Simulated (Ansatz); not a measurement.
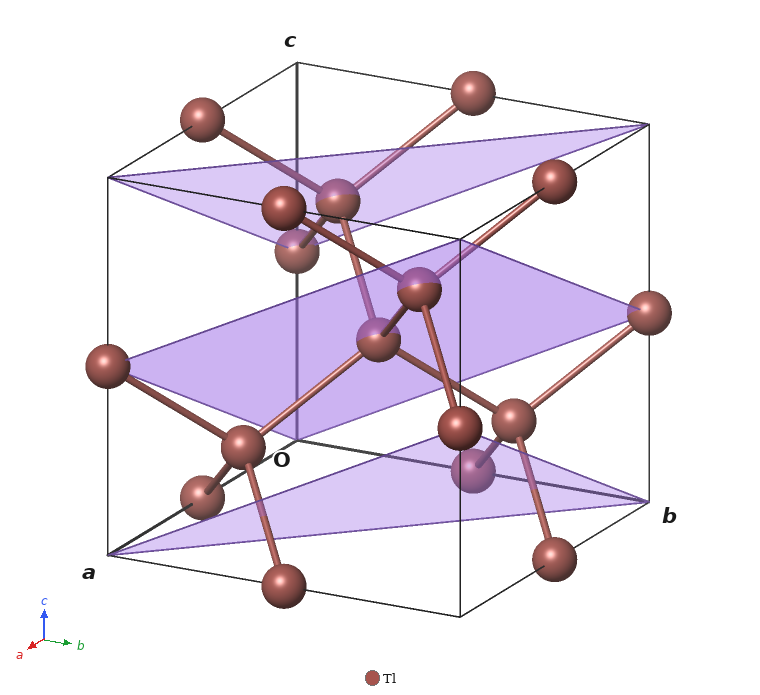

Crystal: Tl, coordinates from a relaxation with Ansatz, DFT, r2SCAN, plane waves (500 eV) with PAW, scalar-relativistic; the starting structure was generated, so it need not be a known form of this composition. Every member of one family of equally spaced planes, hx + ky + lz = a whole number, that cuts the unit cell is shaded (one member passes through the origin O). All values are computed from the atomic coordinates in the standard setting (tolerance 0.002 Å).

a = 6.954 Å, b = 6.954 Å, c = 6.954 Å, α = 90.00°, β = 90.00°, γ = 90.00°.

What are the Miller indices?

Answer. (1 1 −2); the opposite sign names the same planes. The member next to the origin meets the axes a at 1, b at 1, c at −1/2.

What is the spacing?

Answer. d = 2.839 Å.

Which atoms of the cell lie in these planes (within 0.03 Å)?

Answer. 4 of the 8 Tl.

The space group is No. 227, Fd-3m, origin choice 1. How many reflections hkl are equivalent to this one (itself included), and does it occur?

Answer. 24 reflections are equivalent in the Laue class m-3m. The reflection is systematically absent, by the centring.
